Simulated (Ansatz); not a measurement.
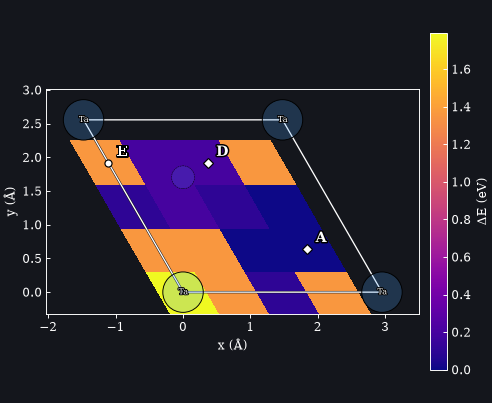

O on a Ta(111) slab cut from the Fm-3m phase (4 atoms of substrate and one adsorbate in a 1 × 1 cell). 
- One O atom a 1 × 1 cell is placed over a mesh of places on the rigid (1 1 1) surface, and only its height is relaxed.
- Places are given modulo a cell vector. The map is drawn in real space over the plane of the surface.
- The scan uses a 4 × 4 grid.
- Energies: eV, counted from the lowest grid point.
- This mesh misses the points at thirds of the hexagonal cell. With one adsorbate in each 1 × 1 cell, its nearest image is 3.0 Å away, so neighbouring adsorbates interact.
- All numbers below come from DFT PBEsol, scalar-relativistic, plane waves, PAW in Ansatz.

In the figure: one coloured cell a grid point, labelled circles for the atoms of the top layer and small ones for the second layer, the outline of one cell of the plane, lettered points.

**Rank the lettered points by energy, lowest first.**

A (0.00 eV), D (0.20 eV), E (1.35 eV).
